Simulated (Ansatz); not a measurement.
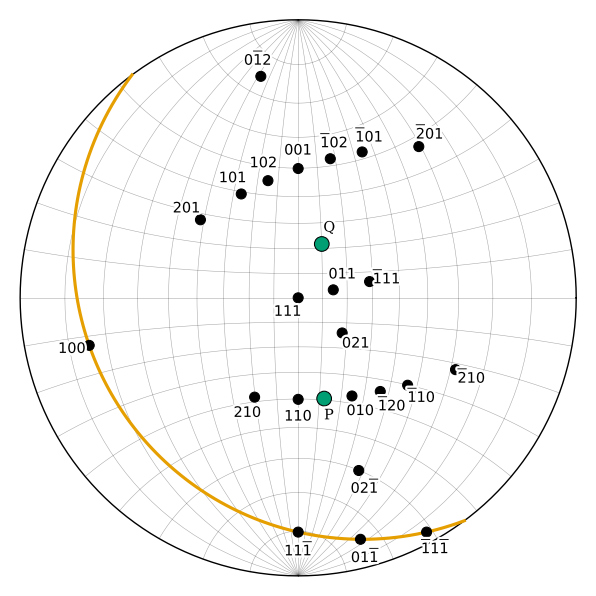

Stereographic projection of plane normals (upper hemisphere) centred on (1 1 1). Crystal: SnS, the end point of a relaxation with DFT, r2SCAN+rVV10, plane waves, PAW (Ansatz). Symmetry computed with spglib at a tolerance of 0.002 Å; standard conventional cell.

a = 11.218 Å, b = 3.962 Å, c = 4.433 Å, α = 90.00°, β = 90.00°, γ = 90.00°.

Index the poles marked P, Q.

P is (1 2 0), 41.0° from the centre; Q is (0 1 2), 23.9° from the centre.

Which zone does the coloured great circle trace?

The zone [0 1 1]: its poles satisfy k + l = 0.

What is the angle between the normals of (−1 1 0) and (1 2 0), and what are their d_hkl = 1/|g|?

29.5°; d = 3.736 Å and 1.951 Å.
